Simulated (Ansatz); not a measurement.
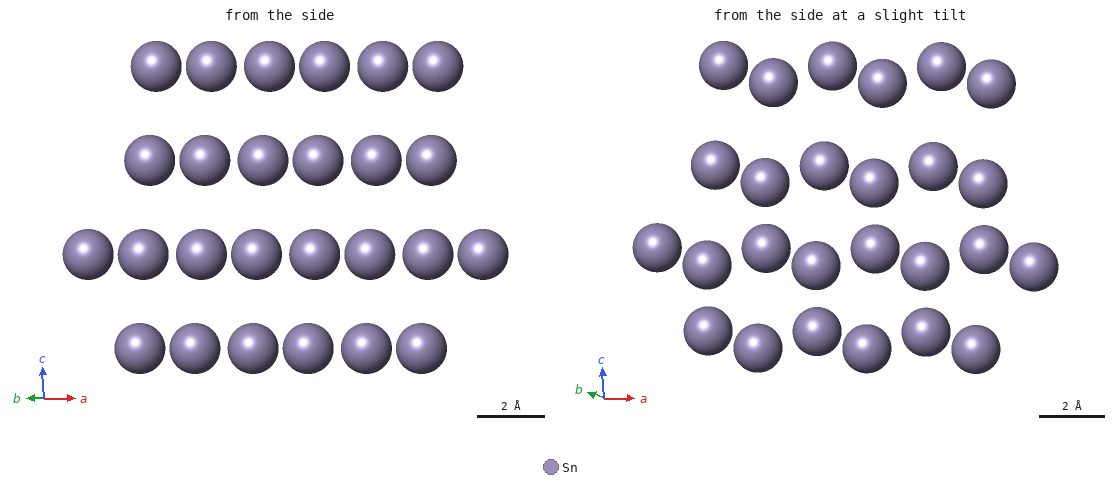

A spheres-only picture of a periodic slab, seen from the side and from the side at a slight tilt. The surface normal points up in side views; the vacuum is left out. 3×2 cells are drawn in the plane, with atoms at the edges repeated.

The cell holds 4 Sn.

### How far does the slab extend along the normal?

About 8 Å from the lowest to the highest atom.

### What is the order of the atomic planes, starting from the top?

Four planes: Sn / Sn / Sn / Sn.

The model was built from a structure listed in the Materials Project. The cell was then strained or its atoms displaced on purpose. It was run through Ansatz as a DFT input.
